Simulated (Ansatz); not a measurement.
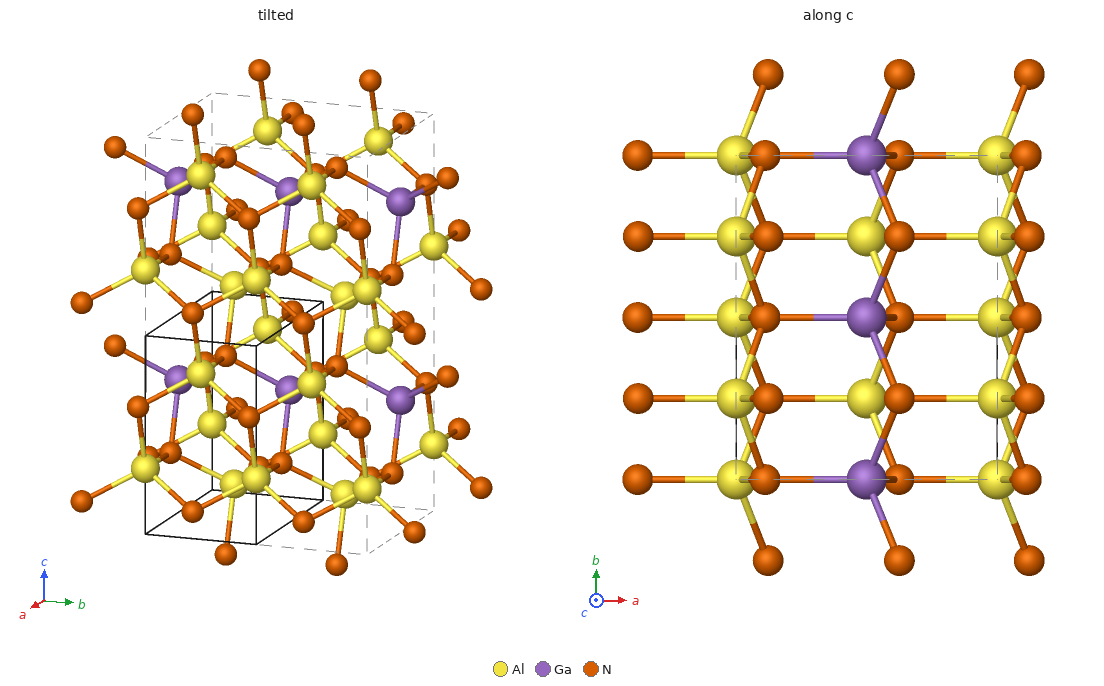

Ball-and-stick drawing of the structure, looking slightly off an axis and along the c axis. The drawing covers 1×2×2 cells, and the solid lines enclose one conventional unit cell. A few atoms beyond the faces are included. Cell: a = 4.640 Å, b = 2.880 Å, c = 4.985 Å, α = 90.00°, β = 90.03°, γ = 90.00°.

Explain the picture.

Chemical formula Al3GaN4. The structure has Pm (No. 6) symmetry and a primitive monoclinic lattice. Atoms per cell: 8 (3 Al, 1 Ga, 4 N). About every Al there are four N in a tetrahedral arrangement at about 1.7 Å. The neighbours of Ga are four N in a tetrahedral arrangement at about 1.8 Å. The numbers of neighbours within bonding distance are N 4. The bonds build a three-dimensional framework.

The starting point was a structure listed in the Materials Project. The cell was then strained or its atoms displaced on purpose. It went into a calculation with Ansatz.

At this level of theory the run's own cell isn't at rest (compressed, at 81 GPa), so its distances can differ from those at equilibrium, the more so the softer the solid.
